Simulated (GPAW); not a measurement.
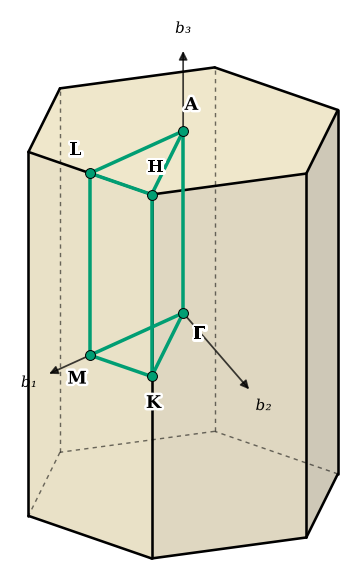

The first Brillouin zone and its special points. Crystal: Ti, a cell listed in the Materials Project, as set up for an electronic-structure calculation. Symmetry computed with spglib at a tolerance of 0.002 Å; standard conventional cell.

Space group No. 191, P6/mmm; a = 4.567 Å, b = 4.567 Å, c = 2.826 Å, α = 90.00°, β = 90.00°, γ = 120.00°.

Labels and path follow the convention of Hinuma et al. (2017), as computed by seekpath; the arrows show the directions of the reciprocal primitive vectors b₁, b₂, b₃, in which coordinates are given; lengths include the factor 2π.

### List the special points with their coordinates and distances from Γ.

```
point   k₁   k₂   k₃  length of k (1/Å)
    Γ    0    0    0              0.000
    A    0    0  1/2              1.112
    K  1/3  1/3    0              0.917
    H  1/3  1/3  1/2              1.441
    M  1/2    0    0              0.794
    L  1/2    0  1/2              1.366
```

### What is the zone's volume?

(2π)³ over the primitive cell's volume of 51.06 Å³: 4.86 Å⁻³.
